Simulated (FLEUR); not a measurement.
## A series of single points on TaN

System: TaN (Fm-3m, 2 atoms in the cell).
Method: Kohn-Sham DFT of a periodic cell, LDA, all-electron, no spin polarisation (FLEUR MaX-R8.1 (later development tree)).

The 5 runs differ only in the geometry, by an even scaling of the cell at fixed fractional positions. The structure derives from a Materials Project entry.

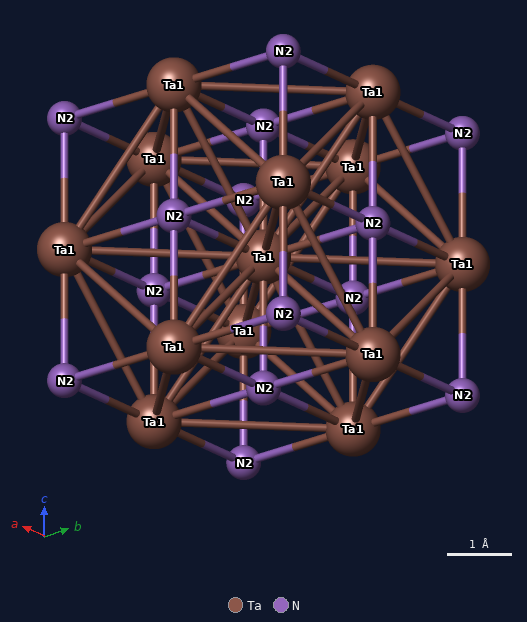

Figure 1. The structure of run 3 (ball-and-stick view of the cell 4 times as large as that of the calculation, set on its symmetry axes, seen at an oblique angle; atoms are numbered from 1 in the order of the input). An atom can appear more than once, as a periodic image.

**Input of run 3**
```
<?xml version="1.0" encoding="UTF-8" standalone="no"?>
<fleurInput fleurInputVersion="0.39">
   <comment>
      TaN                                                                                                 
   </comment>
   <calculationSetup>
      <cutoffs Kmax="5.0" Gmax="15.5" GmaxXC="15.5" numbands="0"/>
      <scfLoop itmax="60" minDistance="0.00001" maxIterBroyd="15" imix="Anderson" alpha="0.05" precondParam="0.0" spinf="2.0" sdNocoIR="T"/>
      <coreElectrons ctail="T" frcor="F" kcrel="0" coretail_lmax="0"/>
      <xcFunctional name="vwn" relativisticCorrections="F"/>
      <magnetism jspins="1"/>
      <soc l_soc="F" theta="0.0" phi="0.0" spav="F"/>
      <expertModes spex="0" secvar="F"/>
      <geometryOptimization l_f="F" forcealpha="1.0" forcemix="BFGS" epsdisp="0.00001" epsforce="0.00001"/>
      <ldaU l_linMix="F" mixParam="0.05" spinf="1.0"/>
   </calculationSetup>
   <cell>
      <bzIntegration valenceElectrons="32.0" mode="hist" fermiSmearingEnergy="0.00183747">
         <kPointListSelection listName="default-1"/>
         <!-- k-points included here -->
         <xi:include xmlns:xi="http://www.w3.org/2001/XInclude" href="kpts.xml"> </xi:include>
      </bzIntegration>
      <!-- symmetry operations included here -->
      <xi:include xmlns:xi="http://www.w3.org/2001/XInclude" href="sym.xml"> </xi:include>
      <bulkLattice scale="1.0000000000">
         <bravaisMatrix>
            <row-1>    0.0000000000000000     4.1787948430288457     4.1787948430288457</row-1>
            <row-2>    4.1787948430288457     0.0000000000000000     4.1787948430288457</row-2>
            <row-3>    4.1787948430288457     4.1787948430288457     0.0000000000000000</row-3>
         </bravaisMatrix>
      </bulkLattice>
   </cell>
   <atomSpecies>
      <species name="Tantalum (Ta)" element="Ta" atomicNumber="73">
         <mtSphere radius="2.32" gridPoints="791" logIncrement="0.017"/>
         <atomicCutoffs lmax="10" lnonsphr="10"/>
         <electronConfig flipSpins="F">
            <coreConfig>(1s1/2) (2s1/2) (2p1/2) (2p3/2) (3s1/2) (3p1/2) (3p3/2) (4s1/2) (3d3/2) (3d5/2) (4p1/2) (4p3/2) (4d3/2) (4d5/2)</coreConfig>
            <valenceConfig>(5s1/2) (5p1/2) (5p3/2) (6s1/2) (4f5/2) (4f7/2) (5d3/2) (5d5/2)</valenceConfig>
            <stateOccupation state="(5d3/2)" spinUp="0.600000" spinDown="0.600000"/>
            <stateOccupation state="(5d5/2)" spinUp="0.900000" spinDown="0.900000"/>
         </electronConfig>
         <energyParameters s="6" p="6" d="5" f="4"/>
         <lo type="SCLO" l="0" n="5" eDeriv="0"/>
         <lo type="SCLO" l="1" n="5" eDeriv="0"/>
         <lo type="SCLO" l="2" n="5" eDeriv="2"/>
         <lo type="SCLO" l="3" n="4" eDeriv="2"/>
      </species>
      <species name="Nitrogen (N)" element="N" atomicNumber="7">
         <mtSphere radius="1.44" gridPoints="489" logIncrement="0.021"/>
         <atomicCutoffs lmax="8" lnonsphr="8"/>
         <electronConfig flipSpins="F">
            <coreConfig>(1s1/2)</coreConfig>
            <valenceConfig>(2s1/2) (2p1/2) (2p3/2)</valenceConfig>
            <stateOccupation state="(2p1/2)" spinUp="0.500000" spinDown="0.500000"/>
            <stateOccupation state="(2p3/2)" spinUp="1.000000" spinDown="1.000000"/>
         </electronConfig>
         <energyParameters s="2" p="2" d="3" f="4"/>
         <lo type="SCLO" l="0" n="2" eDeriv="2"/>
         <lo type="SCLO" l="1" n="2" eDeriv="2"/>
         <lo type="SCLO" l="2" n="3" eDeriv="2"/>
      </species>
   </atomSpecies>
   <atomGroups>
      <atomGroup species="Tantalum (Ta)">
         <relPos label="                   1">1.000/2.000 1.000/2.000 1.000/2.000</relPos>
         <force calculate="T" relaxXYZ="TTT"/>
      </atomGroup>
      <atomGroup species="Nitrogen (N)">
         <relPos label="                   2">.0000000000 .0000000000 .0000000000</relPos>
         <force calculate="T" relaxXYZ="TTT"/>
      </atomGroup>
   </atomGroups>
   <output dos="F" band="F" slice="F">
      <checks vchk="F" cdinf="F"/>
      <bandDOS minEnergy="-.5*Htr" maxEnergy="0.5*Htr" sigma="0.015" storeEVData="T"/>
      <vacuumDOS vacdos="F" integ="F" star="F" nstars="0" locx1="0.0" locy1="0.0" locx2="0.0" locy2="0.0" nstm="0" tworkf="0.0"/>
      <unfoldingBand unfoldBand="F" supercellX="1" supercellY="1" supercellZ="1"/>
      <plotting iplot="0" polar="F">
         <plot TwoD="T" vec1="  1.0  0.0  0.0" vec2="  0.0  1.0  0.0" vec3="  0.0  0.0  1.0" zero="  0.0  0.0  0.0" file="plot"/>
      </plotting>
      <chargeDensitySlicing numkpt="0" minEigenval="0.0" maxEigenval="0.0" nnne="0" pallst="F"/>
      <specialOutput eonly="F"/>
      <moessbauerParams electricFieldGradient="T" isomerShift="T" coreHyperfine="T" valenceHyperfine="T"/>
      <magneticCircularDichroism mcd="F" energyLo="-10.0" energyUp="0.0"/>
   </output>
  <!-- We include the file relax.xml here to enable relaxations (see documentation) -->
  <xi:include xmlns:xi="http://www.w3.org/2001/XInclude" href="relax.xml"> <xi:fallback/> </xi:include>
</fleurInput>
```

Command:
```bash
inpgen -f crystal.txt -profile fastHighL; fleur_MPI
```

Lattice vectors (Å) and fractional positions of run 3:
```
   0.000000    2.211323    2.211323
   2.211323    0.000000    2.211323
   2.211323    2.211323    0.000000
Ta  0.500000  0.500000  0.500000
N   0.000000  0.000000  0.000000
```

Run 2 has the same physical settings and fractional positions; its lattice vectors (Å) are:
```
   0.000000    2.181437    2.181437
   2.181437    0.000000    2.181437
   2.181437    2.181437    0.000000
```

**Results, with one run withheld**

```csv
run,volume per atom (Å³),"free energy per atom, from the lowest run given (meV)"
1,10.164,0.00
2,10.381,?
3,10.813,29.71
4,11.246,91.09
5,11.462,131.88
```

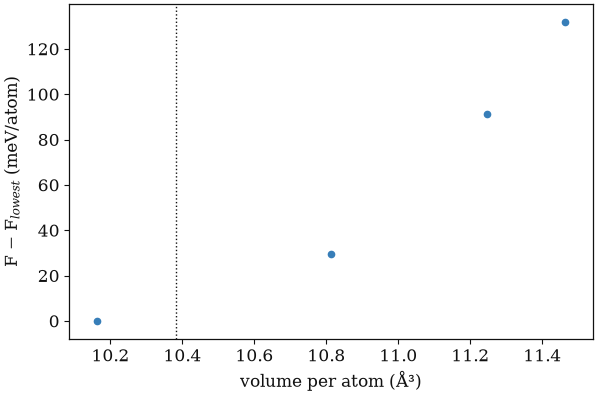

Figure 2. Free energy per atom of the runs given; the dotted line marks run 2.

Estimate the energy of run 2 from the others.

A quadratic polynomial in V^(−2/3) (the Birch–Murnaghan form), fitted to the 4 runs given, misses them by at most 0.04 meV per atom. With x = V^(−2/3) − 0.20339 Å⁻², it reads F = 39.911 − 9830.7 x + 5.8883e+05 x² (meV per atom). At run 2 it gives 0.38 meV per atom, and the run itself gives 0.15. The fit has its minimum at 10.264 Å³ per atom, where V d²F/dV² gives 366 GPa: the bulk modulus at this level, since symmetry fixes the shape and the positions.

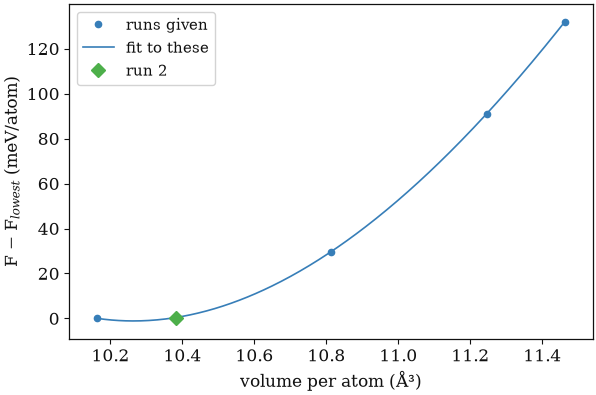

Figure 3. The fit and the withheld run.

**Output (run 2)**
```
Welcome to FLEUR        (www.flapw.de)
      MaX-Release 8.1          (www.max-centre.eu)

 ========== k-point set info ==========
 Selected k-point list: default-1
 k-point list type: mesh
 10 x 10 x 10
 Number of k points: 47

 ------------Calculation Setup---------------------------
 Number of MPI-tasks      :            1
 Number of PE/node        :            1
 Number of OMP-threads    :            1
 Most efficient MPI parallelization for:
           1          47
 Additional eigenvalue parallelization possible
 Number of basis functions:          363
 Approximate size of matrices (H+S) per k-point:         0.002 GB
 --------------------------------------------------------

 Iteration:     1   Distance:      28.03318771 me/bohr^3

 Iteration:     2   Distance:      23.75449778 me/bohr^3

 Iteration:     3   Distance:       9.16374320 me/bohr^3

 Iteration:     4   Distance:       6.63551184 me/bohr^3

 Iteration:     5   Distance:       3.43799769 me/bohr^3

 Iteration:     6   Distance:       0.64736494 me/bohr^3

 Iteration:     7   Distance:       0.56173774 me/bohr^3

 Iteration:     8   Distance:       0.12174249 me/bohr^3

 Iteration:     9   Distance:       0.07124660 me/bohr^3

 Iteration:    10   Distance:       0.01181409 me/bohr^3

 Iteration:    11   Distance:       0.00824630 me/bohr^3

 Iteration:    12   Distance:       0.00269959 me/bohr^3

 Iteration:    13   Distance:       0.00009633 me/bohr^3

 Iteration:    14   Distance:       0.00007257 me/bohr^3

 Iteration:    15   Distance:       0.00000206 me/bohr^3

 ********************************************************************
 Run finished successfully
 Stop message:
   all done
 ********************************************************************
```

Notes: Spin–orbit coupling is left out, which matters for Ta.
